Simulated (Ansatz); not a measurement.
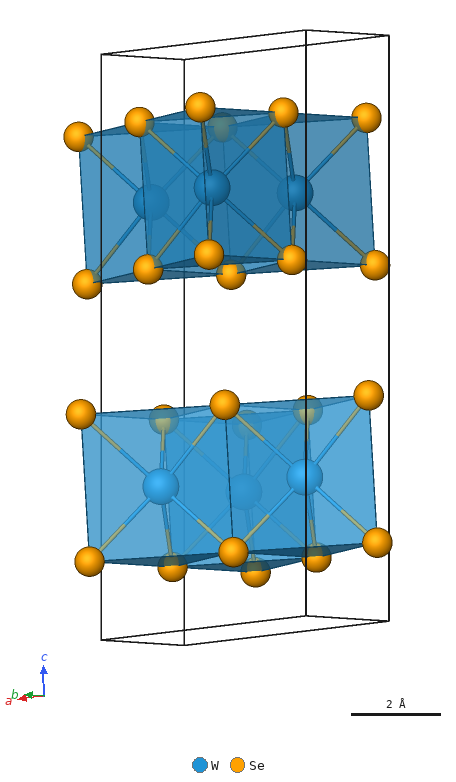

**Figure 1.** The input geometry (polyhedral view of the cell 2 times as large as that of the calculation, set on its symmetry axes, seen at an oblique angle; polyhedra are completed across the faces of the cell). An atom can appear more than once, as a periodic image.

# WSe2: single-point calculation

System: WSe2 (C2/m, 6 atoms in the cell).
Method: DFT PBEsol, scalar-relativistic, plane waves, PAW, no spin polarisation (Ansatz 0.2.0).

The structure derives from an entry of the Crystallography Open Database. It belongs to a series of runs on one base structure; here: the crystal above the cut slid by 0.8333 of the vector 1 a1 + 1 a2 (5.666 Å).

Output
```
Engine: ansatz 0.2.0, x86_64-unknown-linux-gnu
Pseudopotentials: kind: paw
Pseudopotential: W, paw, valence charge 14, recommended cutoff 420 eV (normal), W.paw.azcp
Pseudopotential: Se, paw, valence charge 16, recommended cutoff 420 eV (normal), Se.paw.azcp
Functional definition: PBEsol
  exchange = pbesol_x
  correlation = pbesol_c
Crystal: 6 atoms, lattice volume = 122.514 Å³
Basis set: ecut = 420 eV, 2457 PW (Γ), exchange–correlation on 48×48×192 points (8 copies of the dense FFT grid, shifted against one another)
Bands: 56, of which v1, the nominal top of the filled ones, is band 46 counted from 1 (45 counted from 0)
Symmetry: 4 space group operations
Space group: C2/m (ITA 12), of the structure as read, at distance tolerance 5.0e-5 Å
k-points: 50 of 162
Non-local potential: W, projectors of the file, l = 0: 3, l = 1: 2, l = 2: 2, l = 3: 1
Non-local potential: Se, projectors of the file, l = 0: 2, l = 1: 2, l = 2: 3, l = 3: 1
PAW form: soft (Blöchl's): semilocal exchange-correlation on the pseudo side does not see the compensation charge
PAW frozen core: W, regenerated for the run's functional, and the local potential with it (the file was generated under x = pbe(κ = 0.804, μ = 0.2195149727645171), c = pbe(β = 0.06672455060314922))
PAW frozen core: Se, regenerated for the run's functional, and the local potential with it (the file was generated under x = pbe(κ = 0.804, μ = 0.2195149727645171), c = pbe(β = 0.06672455060314922))
PAW one-centre angular grid: W, 590 points (default); XC on 64 Gauss nodes
PAW one-centre angular grid: Se, 590 points (default); XC on 64 Gauss nodes
Initial density: superposition of atomic densities (neutral atoms: chi_scale 0, normalization atom), corrected by the library's trained network
Initial wavefunctions: pseudopotential atomic-orbital guess
Functional: x = pbesol(κ = 0.804, μ = 0.12345679012345678), c = pbesol(β = 0.046)
SCF iter   1: F=—  HF=-42213.504462 eV  |F-HF|=—  |Δ(HF+E_count)|=         —  Δρ=4.98e-3  dr2=2.31e-2  ethr=1.77e-3  ⟨swp⟩=6.2  Hψ=10239  notcnv=0  defer=5
preconditioner: auto → Resta (q_TF=auto, 2.601 Å⁻¹)  ε∞=6.0  [insulator: Δε(μ)=1.115 eV  Ē_g=9.016 eV  σ=0.050 eV  W_gap=1.00  n_scr=46 (ndim 8)  ℏωp=20.1 eV  f_vac=0.067  D(μ)=0.00/eV (n_scr^D=0)  ε∞_Penn≈6.0]
SCF iter   2: F=—  HF=-42213.506668 eV  |F-HF|=—  |Δ(HF+E_count)|=   2.21e-3  Δρ=2.71e-3  dr2=3.16e-3  ethr=2.51e-5  ⟨swp⟩=2.4  Hψ=4782  notcnv=0  defer=86
SCF iter   3: F=—  HF=-42213.508274 eV  |F-HF|=—  |Δ(HF+E_count)|=   1.61e-3  Δρ=1.42e-3  dr2=9.04e-4  ethr=3.43e-6  ⟨swp⟩=2.5  Hψ=3599  notcnv=0  defer=86
SCF iter   4: F=—  HF=-42213.508999 eV  |F-HF|=—  |Δ(HF+E_count)|=   7.25e-4  Δρ=1.01e-4  dr2=2.28e-5  ethr=9.83e-7  ⟨swp⟩=2.0  Hψ=3534  notcnv=0  defer=86
SCF iter   5: F=—  HF=-42213.509012 eV  |F-HF|=—  |Δ(HF+E_count)|=   1.33e-5  Δρ=3.45e-5  dr2=2.97e-6  ethr=2.48e-8  ⟨swp⟩=2.0  Hψ=3480  notcnv=0  defer=86
SCF iter   6: F=—  HF=-42213.509014 eV  |F-HF|=—  |Δ(HF+E_count)|=   1.21e-6  Δρ=1.71e-5  dr2=1.85e-6  ethr=3.23e-9  ⟨swp⟩=2.0  Hψ=4703  notcnv=0  defer=86
SCF iter   7: F=—  HF=-42213.509014 eV  |F-HF|=—  |Δ(HF+E_count)|=   7.29e-8  Δρ=7.91e-6  dr2=1.24e-7  ethr=2.01e-9  ⟨swp⟩=2.0  Hψ=3052  notcnv=0  defer=86
SCF iter   8: F=-42213.509014 eV  HF=-42213.509014 eV  |F-HF|=1.09e-9  |Δ(HF+E_count)|=   1.20e-7  Δρ=2.38e-6  dr2=1.10e-8  ethr=1.09e-10  ⟨swp⟩=13.6  Hψ=19204  notcnv=0
SCF 1 converged in 8 iterations: F = -42213.509014 eV  dr2 = 1.10e-8
  greatest PAW one-centre occupation: 1.000 electrons in one spin orbital (limit 2), on the Se atom at site 5 (counted from 0), in its partial waves of l = 2
SCF converged after 8 iterations
Free energy (F): -42213.509014 eV
Harris-Foulkes:  -42213.509014 eV  (|F-HF|=1.09e-9)
Internal energy: -42213.509014 eV  (E = F + TS)
E sigma→0 (E₀):  -42213.509014 eV
Fermi energy:    13.153434 eV
--- Per-component energies (eV) ---
  E_band       = -1709.695628
  E_kinetic    = 1380.316091
  E_local      = -11756.332259  (includes V_loc(G=0)·N_el)
  E_nonlocal   = -2362.026254
  E_hartree    = 5643.296699
  E_xc         = -946.357844
  E_vxc        = -873.080947  (∫ρ·V_xc dr)
  E_paw        = -24344.633519  (= ΣΔE_a)
  E_vpaw       = 614.837155  (= ΣTr[D̂ρ^β])
  E_aug_tail   = -0.002551  (compensation charges beyond the density's cutoff)
  E_ewald      = -9832.246763
  E_core_change = 4.477386  (= ΣΔE_core)
  E_smearing   = -0.000000  (= −TS)
  E_closure    = -0.000000  (closes the sum)
  Σ components = -42213.509014   (vs F -42213.509014, Δ=0.00e0)
--- Forces (eV/Å), atoms counted from 1 ---
  atom   1  W      0.01420070     0.00819878     0.00322426
  atom   2  W     -0.01420070    -0.00819878    -0.00322426
  atom   3  Se    -0.01026580    -0.00592696     0.05569056
  atom   4  Se    -0.00380236    -0.00219529    -0.00886198
  atom   5  Se     0.00380236     0.00219529     0.00886198
  atom   6  Se     0.01026580     0.00592696    -0.05569056
  max |Σ_I F_I| component: 1.39e-17 eV/Å
--- Stress (GPa, compression-positive) ---
        0.059837      -0.079079      -0.114545
       -0.079079       0.151149      -0.066132
       -0.114545      -0.066132       0.325515
  P = ⅓ Tr σ = 0.1788 GPa (1.788 kbar)
--- Band table (eV; the first three rows and the last of 50) ---
  k-point 0: bands = ["-61.5188", "-61.5188", "-35.1917", "-35.1916", "-35.1916", "-35.1916", "-35.1898", "-35.1898", "-35.1896", "-35.1896", "-35.1624", "-35.1622", "-35.1622", "-35.1621", "-35.1608", "-35.1604", "-35.1602", "-35.1601", "-35.1503", "-35.1500", "-35.1478", "-35.1475", "-25.8208", "-25.8207", "-25.6649", "-25.6649", "-25.6648", "-25.6648", "-2.6531", "-2.4532", "-1.4415", "-1.1006", "5.5348", "6.4948", "9.0608", "10.0108", "10.0205", "10.0218", "10.0317", "11.1585", "11.1768", "11.1881", "11.2058", "11.4039", "11.4878", "12.5950", "15.3349", "15.3891", "15.3997", "15.4568", "15.4863", "15.5783", "15.6140", "15.6975", "17.1526", "17.8423"]
  k-point 1: bands = ["-61.5188", "-61.5188", "-35.1917", "-35.1916", "-35.1916", "-35.1916", "-35.1898", "-35.1898", "-35.1896", "-35.1896", "-35.1623", "-35.1622", "-35.1622", "-35.1621", "-35.1607", "-35.1605", "-35.1602", "-35.1601", "-35.1502", "-35.1501", "-35.1477", "-35.1475", "-25.8207", "-25.8207", "-25.6649", "-25.6649", "-25.6648", "-25.6648", "-2.5663", "-2.5633", "-1.2625", "-1.2600", "5.9383", "5.9473", "9.9840", "10.0006", "10.0158", "10.0168", "10.0254", "10.0267", "11.1680", "11.1787", "11.1857", "11.1970", "12.3388", "12.3596", "15.3328", "15.3782", "15.4096", "15.4299", "15.5236", "15.5897", "15.6432", "15.6496", "17.5190", "17.5212"]
  k-point 2: bands = ["-61.5175", "-61.5175", "-35.1916", "-35.1916", "-35.1911", "-35.1910", "-35.1897", "-35.1897", "-35.1892", "-35.1892", "-35.1625", "-35.1623", "-35.1623", "-35.1622", "-35.1610", "-35.1607", "-35.1603", "-35.1602", "-35.1500", "-35.1498", "-35.1475", "-35.1472", "-25.8146", "-25.8146", "-25.6947", "-25.6947", "-25.6717", "-25.6717", "-2.4588", "-2.2690", "-1.3294", "-1.0182", "5.7933", "6.7056", "8.9279", "9.4601", "9.4871", "10.2002", "10.2112", "10.3067", "10.8605", "10.8847", "11.0509", "11.4631", "11.7860", "12.3245", "14.8197", "15.0290", "15.1433", "15.1616", "15.2998", "15.3981", "15.6947", "15.7465", "18.1341", "18.7112"]
  k-point 49: bands = ["-61.5072", "-61.5072", "-35.1914", "-35.1914", "-35.1894", "-35.1894", "-35.1871", "-35.1871", "-35.1851", "-35.1851", "-35.1640", "-35.1638", "-35.1632", "-35.1632", "-35.1620", "-35.1618", "-35.1614", "-35.1611", "-35.1479", "-35.1479", "-35.1452", "-35.1450", "-25.9061", "-25.9061", "-25.7663", "-25.7663", "-25.7418", "-25.7418", "-0.4521", "-0.4007", "-0.2276", "-0.1719", "6.0340", "6.0598", "6.9960", "7.1469", "8.0659", "8.1351", "9.1570", "9.1950", "9.9047", "10.3050", "10.3278", "10.4525", "11.7638", "11.9443", "14.7512", "14.8272", "15.2269", "15.3359", "16.0484", "16.0870", "16.3144", "16.7590", "16.8756", "17.4332"]
```

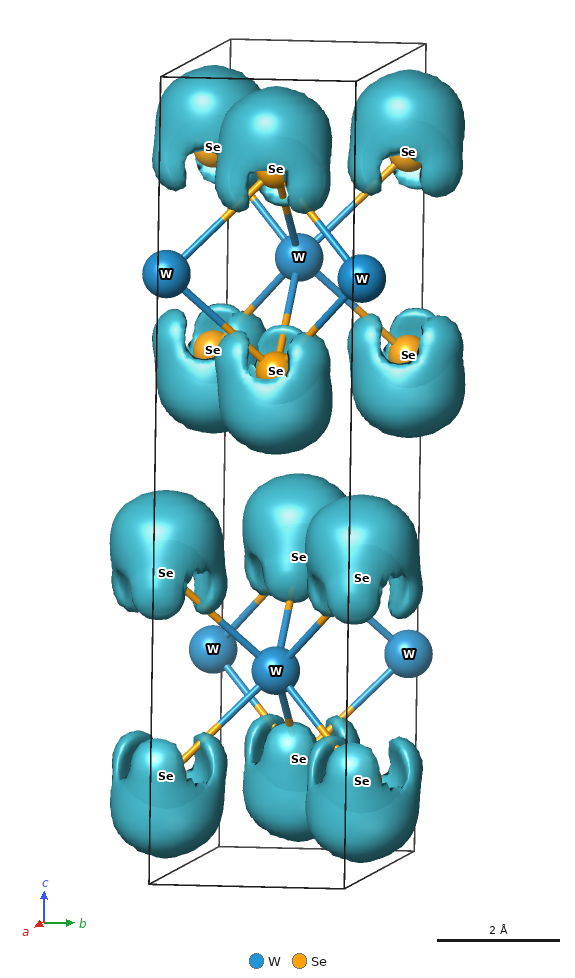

**Figure 2.** Isosurface of the electron localisation function at 0.75 (cyan), seen slightly off an axis. Only the valence region is drawn (cores and ρ < 0.01 e/Å³ removed). Sticks mark near contacts. The outline is the cell set on symmetry axes. Profiles from the grid: W–Se (2.52 Å): the ELF is about 0.55 at the midpoint. The fields are those of the smooth PAW valence density.

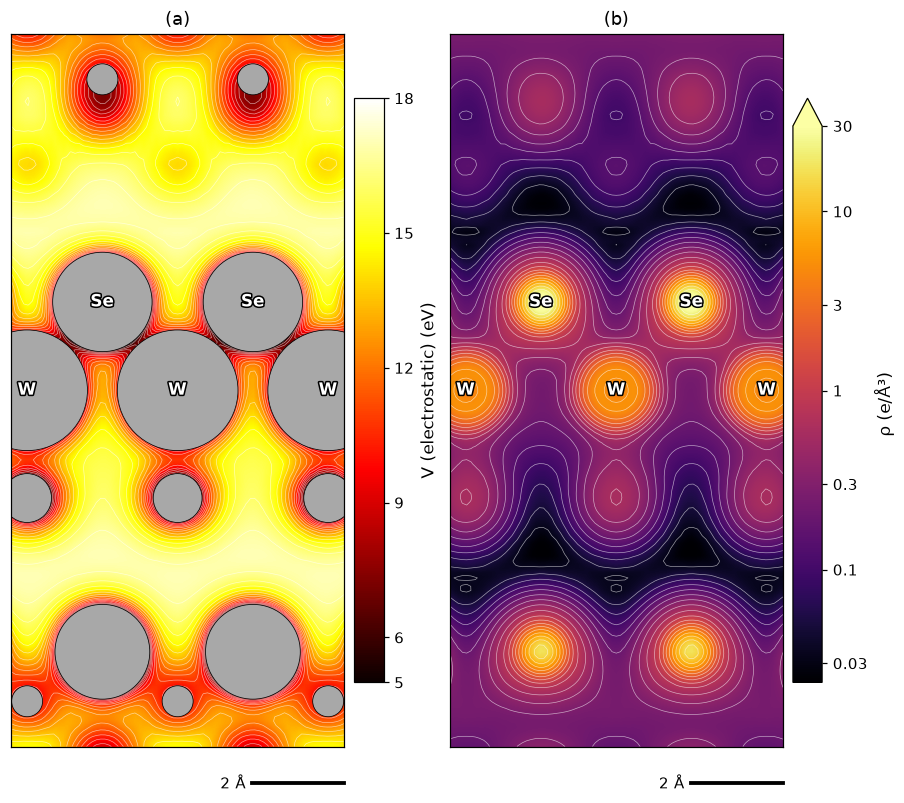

**Figure 3.** (a) electrostatic potential energy of an electron; (b) valence electron density on the (101) plane of the conventional cell. Grey discs, where drawn, cover atomic cores. Atoms in the plane: W and Se. W–Se (2.52 Å): ρ is about 0.56 e/Å³ halfway. Away from the nuclei the density in this plane falls to 0.02 e/Å³ at its lowest. Outside the cores the potential energy rises away from the atoms and is highest about 2.1 Å from the nearest atoms; outside the discs it spans about 11 eV, and its zero is arbitrary.

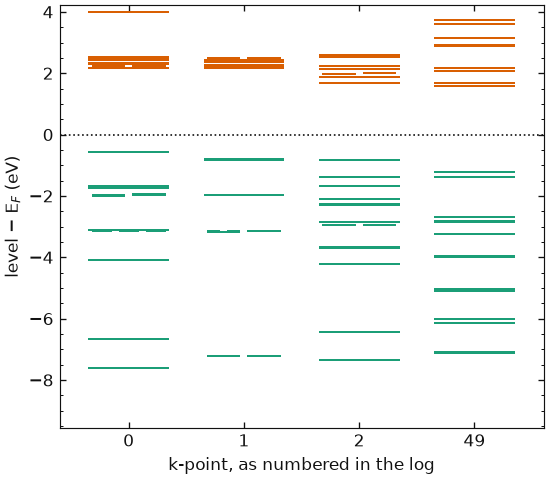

**Figure 4.** Kohn–Sham levels near the Fermi level (dotted) at the few k-points that the log prints; levels within 0.02 eV of each other stand side by side. Among these points the highest filled and lowest empty levels are 2.16 eV apart; the gap on the full mesh, 1.12 eV, has an edge at a point that isn't printed.

The run was set up as follows.

Input file
```yaml
crystal:
  lattice:
    - [-3.2711504052, 0.0, 0.0]
    - [-1.6355752026, -2.8328993505, 0.0]
    - [-4.088774449, -2.3606550288, 13.2206689562]
  atoms:
    - { symbol: W, position: [-0.2916416667, -0.2916416667, 0.75] }
    - { symbol: W, position: [0.4583416667, 0.4583416667, 0.25] }
    - { symbol: Se, position: [0.2305156286, 0.2305156286, 0.1233861811] }
    - { symbol: Se, position: [0.147198962, 0.147198962, 0.6233861811] }
    - { symbol: Se, position: [0.019501038, 0.019501038, 0.3766138189] }
    - { symbol: Se, position: [-0.0638156286, -0.0638156286, 0.8766138189] }
basis:
  ecutwfc: 420
kpoints:
  mp_grid: { grid: [9, 9, 2] }
hamiltonian:
  xc: pbesol
scf:
  occupations: { method: gaussian, width: 0.05 }
output:
  forces: true
  stress: true
  eigenvalues: true
  write_density: true
  write_potential: true
  elf: true
  volumetric_format: npy
```

Run as:
```bash
ansatz run input.yaml --threads 2 --pin off --max-ram 5120MiB --backend cpu --events-out ev --progress --plain --runs-dir out
```

Key numbers

```csv
quantity,value
outcome,converged
space group (tolerance 0.01 Å),C2/m (12)
electrons treated,92
free energy,−42213.5090 eV
Fermi energy,13.153 eV
gap on the k-point mesh,1.12 eV
pressure,0.18 GPa
largest force (length of the vector),0.057 eV/Å
hardware,"2 threads of AMD EPYC (Zen 3), 64 GiB of memory available, shared host"
wall time,15 s (CPU time 29 s)
peak memory,0.62 GiB
```

Remarks

Spin–orbit coupling is left out, which matters for W.
